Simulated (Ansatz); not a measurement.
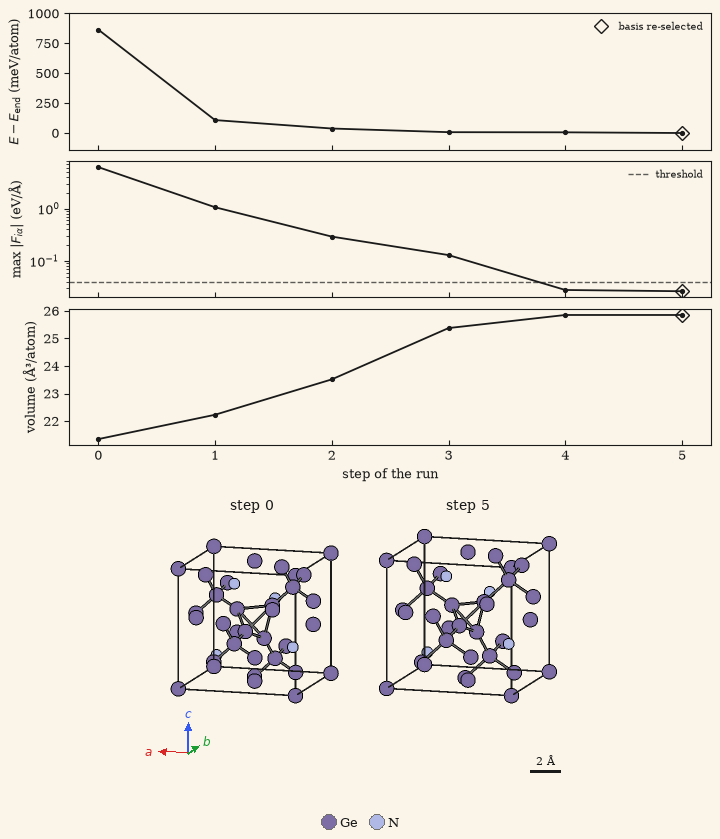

First and last geometry of a relaxation of a crystal of Ge$_{6}$N (a generated structure, set up in F-43m) (coarse preliminary run), with the history of the run. The picture is a ball-and-stick view of the conventional cell (4 times the calculation's cell), seen from a free direction. Lengths and directions refer to the drawn axes.

Theory: Ansatz, DFT PBE, scalar-relativistic, plane waves, PAW.

Input
```yaml
crystal:
  lattice:
    - [0.0, 4.21181028, 4.21181028]
    - [4.21181028, 0.0, 4.21181028]
    - [4.21181028, 4.21181028, 0.0]
  atoms:
    - { symbol: Ge, position: [0.61531718, 0.61531718, 0.61531718] }
    - { symbol: Ge, position: [0.61531718, 0.61531718, 0.15404846] }
    - { symbol: Ge, position: [0.61531718, 0.15404846, 0.61531718] }
    - { symbol: Ge, position: [0.15404846, 0.61531718, 0.61531718] }
    - { symbol: Ge, position: [0.0, 0.0, 0.0] }
    - { symbol: Ge, position: [0.75, 0.75, 0.75] }
    - { symbol: "N", position: [0.25, 0.25, 0.25] }
basis:
  ecutwfc: 420
kpoints:
  mp_grid: { grid: [4, 4, 4] }
hamiltonian:
  xc: pbe
scf:
  occupations: { method: gaussian, width: 0.1 }
  lower_state_search: "off"
output:
  forces: true
  stress: true
  eigenvalues: true
relax:
  adjacent_minimum: "off"
  f_tol: 0.04
  max_steps: 70
  cell: { stress_tol: 0.4 }
```

Run as
```bash
ansatz run input.yaml --threads 1 --pin off --max-ram 2048MiB --backend cpu --events-out ev --progress --plain --runs-dir out
```

Did the run converge, and what did it change?

It converged. The largest moves relative to the cell, 0.26 Å, are those of Ge1, Ge2, Ge3 and Ge4. Ge2 goes along [1 1 1]. N stays in place. Cell: a = b = c 8.424 → 8.979 Å (+6.6 %). Volume +21.1 %. Among the contacts that change: Ge1–Ge6 1.965 → 2.350 Å, Ge1–Ge2 2.748 → 2.511 Å. The space group stays F-43m (No. 216). The energy falls by 866 meV per atom in 4 accepted moves (5 points after the start). The largest force component goes from 6.2 to 0.026 eV/Å. Pressure: 22.24 GPa at the start and 0.30 GPa at the end. At 1 point the geometry stayed and the basis and grid were re-selected for the new cell (energy shift of 5.8 meV per atom at most each time). Cost: 43 s on 1 thread of Intel(R) Xeon(R) Platinum 8259CL CPU @ 2.50GHz (Skylake/Cascade Lake) (shared host), peak memory 0.47 GiB.
